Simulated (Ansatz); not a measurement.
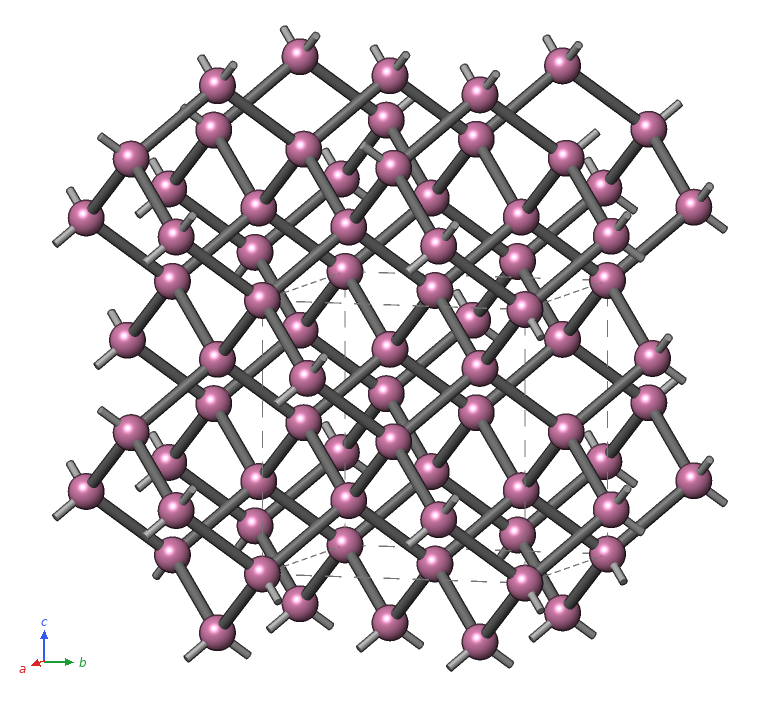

The picture shows a finite piece of the underlying net of a crystal structure, nodes on the atoms' positions. Nodes are coloured by topological kind. Edges to nodes outside the piece are drawn as stubs.

### Classify the net: periodicity, connectivity, name.

A uninodal 4-connected, three-periodic net. It is the dia net, known from diamond, zinc blende and cristobalite.

### Give point symbol and coordination sequence.

6⁶, sequence 4, 12, 24, 42, 64.

The net was derived as follows. BeSe (space group F-43m, No. 216). Coordinates: the end point of a relaxation with DFT, PBE, plane waves, PAW in Ansatz; the starting structure was generated, so it need not be a known form of this composition. Bonds are taken as Be–Se below 2.5 Å. The graph is simplified in the usual way: terminal and isolated atoms are pruned, two-connected atoms become edges. Be and Se are 4-connected nodes.
